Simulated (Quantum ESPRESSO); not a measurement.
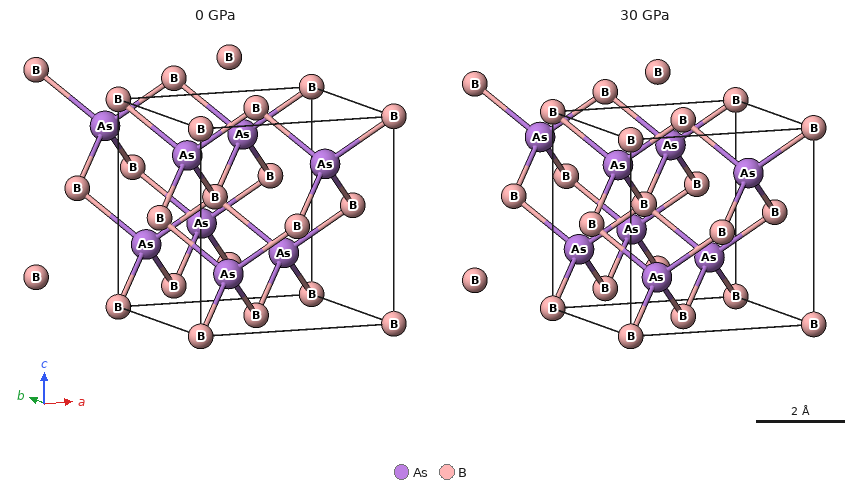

Crystalline BAs (set up in F-43m), relaxed (cell and atoms) at several target pressures. The picture shows the first and the last member. The picture is a ball-and-stick view of the conventional cell (4 times the calculation's cell), repeated 1 × 2 × 1 with one cell outlined, seen slightly off an axis. Lengths and directions refer to the drawn axes.

Computed with Quantum ESPRESSO 7.5: PBE, SSSP 1.3 efficiency PBE. Set-up: plane-wave cutoff 857.2 eV; k-point mesh 10 × 10 × 10; occupations fermi-dirac; smearing width 0.05 eV; no spin polarisation.

| pressure (GPa) | volume (Å³/atom) | a (Å) |
| --- | --- | --- |
| 0 | 13.968 | 4.817 |
| 2 | 13.763 | 4.793 |
| 5 | 13.484 | 4.760 |
| 10 | ? | ? |
| 20 | 12.405 | 4.630 |
| 30 | 11.871 | 4.562 |

One row is withheld. What does the calculation give there?

Answer. Murnaghan's form V = V₀(1 + B′P/B₀)^(−1/B′), with V₀ = 13.968 Å³ from the row at zero pressure, fits the other rows with B₀ = 133 GPa and B′ = 3.86 (largest miss 0.005 Å³). At 10 GPa it gives 13.968 × (1 + 3.86 × 10/133)^(−1/3.86) = 13.076 Å³ per atom. The calculation gives 13.075 Å³/atom (a = 4.712 Å). The estimate is 0.001 Å³/atom too high. From the first member to the last: As–B 2.086 → 1.976 Å.

The whole series:

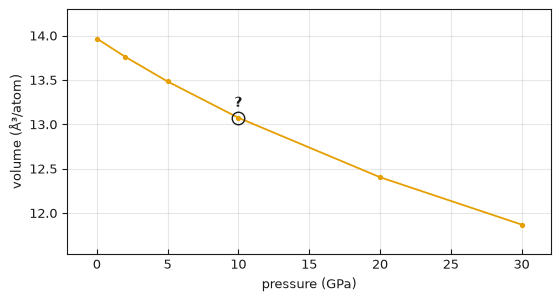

Each member starts from this one structure; whether another phase lies lower wasn't checked.
